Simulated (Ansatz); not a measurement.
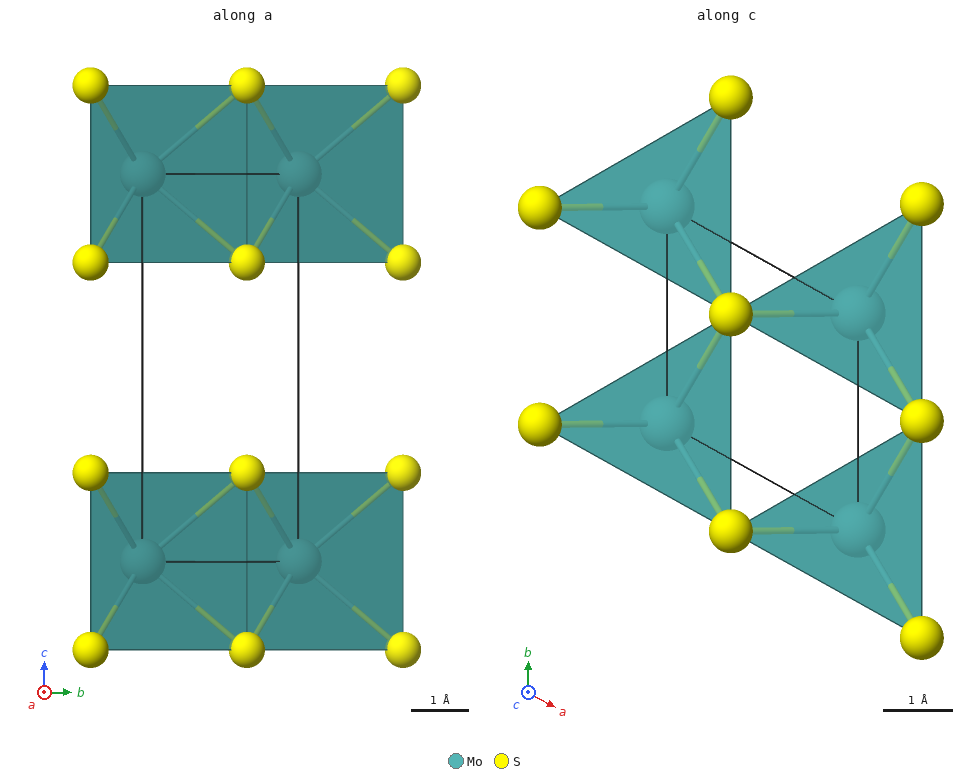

The crystal in a polyhedral representation, seen along the a axis and along the c axis. The simulation cell is drawn as a box. A few atoms beyond the faces are included.

Input for the calculation:
```yaml
crystal:
  lattice:
    - [3.170960904, 0.0304412247, 0.0]
    - [-1.5591175781, 2.730912085, 0.0]
    - [0.0, 0.0, 6.8100252139]
  atoms:
    - { symbol: Mo, position: [-0.0011433648, 5.78866e-05, 0.0] }
    - { symbol: S, position: [0.3339050157, 0.6666377234, 0.2285222344] }
    - { symbol: S, position: [0.3339050157, 0.6666377234, 0.7714777656] }
kpoints:
  mp_grid: { grid: [12, 12, 4] }
  band_path:
    path:
      - [0.0, 0.0, 0.0]
      - [0.5, 0.0, 0.0]
      - [0.3333333333, 0.3333333333, 0.0]
      - [0.0, 0.0, 0.5]
      - [0.5, 0.0, 0.5]
      - [0.3333333333, 0.3333333333, 0.5]
      - [0.333333, 0.328125, 0.0]
    npoints: 1
hamiltonian:
  xc: pbe
scf:
  occupations: { method: fermi_dirac, width: 0.02 }
  n_extra_bands: 4
output:
  forces: true
  stress: true
  eigenvalues: true
  write_density: true
  write_potential: true
  elf: true
  volumetric_format: npy
```
Run as:
```sh
ansatz run input.yaml --threads 4 --pin off --max-ram 4608MiB --backend cpu --events-out ev --progress --plain --runs-dir out
```

Computational set-up: DFT, PBE, plane waves, PAW in Ansatz, a cutoff energy of 420 eV, k-points on a 12×12×4 grid, Fermi-Dirac smearing of 0.02 eV, no spin polarisation.

**Does it come out as a metal, or with a gap?**

A semiconductor at this level, with a gap of 1.27 eV, indirect; the smallest direct gap is 1.68 eV.

**What pressure does the calculation give for this cell?**

The computed pressure is 2.1 GPa (compressed: it would expand). The stress isn't hydrostatic: its largest component is 2.8 GPa.

The structure comes from a structure listed in the Materials Project. The cell was then strained or its atoms displaced on purpose. A calculation with Ansatz used it as input.
